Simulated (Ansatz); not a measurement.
System: Li, space group Fm-3m (No. 225) (one of a set of cubic test structures, which need not be the stable phase).

Input of one of the runs behind the figure:
```
crystal:
  lattice:
    - [0.0, 2.162051306331, 2.162051306331]
    - [2.162051306331, 0.0, 2.162051306331]
    - [2.162051306331, 2.162051306331, 0.0]
  atoms:
    - { symbol: Li, position: [0, 0, 0] }
kpoints:
  mp_grid: { grid: [22, 22, 22] }
hamiltonian:
  xc: pbe
  pseudopotentials:
    kind: paw
    azcp:
      Li: "pseudopotentials/pbe/paw/ansatz_paw_generated_hard_1/Li.paw.azcp"
scf:
  occupations: { method: fermi_dirac, width: 0.061225619053 }
  convergence: { dr2_threshold: "1e-9 eV" }
  max_iter: 300
output:
  forces: true
  stress: true
```

Run as:
```bash
ansatz run input.yaml --threads 1
```

Method: equation of state of a cubic crystal from periodic Kohn-Sham density functional theory without spin, third-order Birch-Murnaghan fit to the free energies; pressure corrected for the finite basis (Ansatz 0.2.0 development build). Level: PBE.

structure type fcc; atoms in cell 1; space group number 225; lattice centring face-centred primitive; k mesh 22×22×22; occupation method Fermi–Dirac; occupation width 0.06123 eV; wave cutoff 700 eV; datasets hard PAW; density tolerance 1e−09 eV; bands 6; density cutoff ratio 4; search for lower states default.

Describe the result: the energy above the lowest point and pressure against volume. The volume takes the values 19.00, 19.40, 19.81, 20.21, 20.62, 21.02, 21.43 Å³/atom.

A third-order Birch–Murnaghan fit gives V0 = 20.22 Å³/atom, B0 = 13.8 GPa and B′ = 3.3. The energy above the lowest point is 3.473 meV/atom at volume 19.00 Å³/atom and 2.842 meV/atom at 21.43 Å³/atom; the lowest computed point is at volume 20.21 Å³/atom (0.000 meV/atom), in a single well. The pressure falls from 0.95 GPa at volume 19.00 Å³/atom to −0.72 GPa at 21.43 Å³/atom, and changes sign near 20.23 Å³/atom.

```json
{"volume (Å³/atom)": "19.00", "energy above the lowest point (meV/atom)": "3.473", "pressure (GPa)": "0.95"}
{"volume (Å³/atom)": "19.40", "energy above the lowest point (meV/atom)": "1.508", "pressure (GPa)": "0.61"}
{"volume (Å³/atom)": "19.81", "energy above the lowest point (meV/atom)": "0.370", "pressure (GPa)": "0.29"}
{"volume (Å³/atom)": "20.21", "energy above the lowest point (meV/atom)": "0.000", "pressure (GPa)": "0.01"}
{"volume (Å³/atom)": "20.62", "energy above the lowest point (meV/atom)": "0.320", "pressure (GPa)": "-0.26"}
{"volume (Å³/atom)": "21.02", "energy above the lowest point (meV/atom)": "1.289", "pressure (GPa)": "-0.50"}
{"volume (Å³/atom)": "21.43", "energy above the lowest point (meV/atom)": "2.842", "pressure (GPa)": "-0.72"}
```

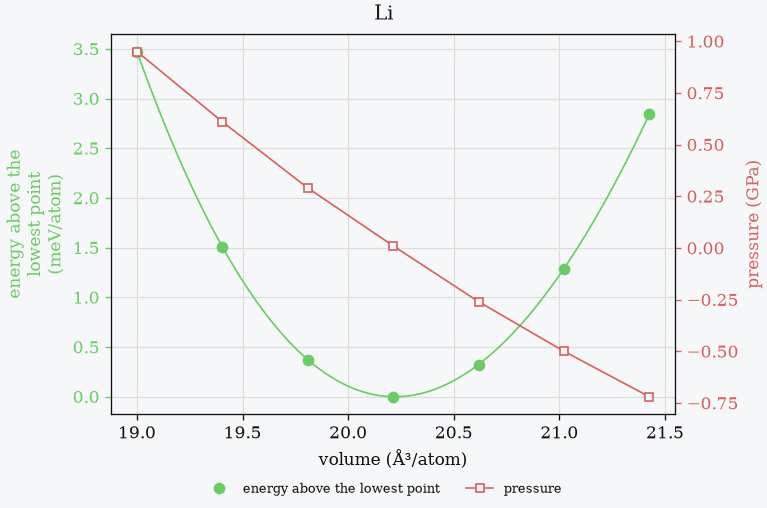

Limits of the calculation: cubic model structure, not the ambient form.
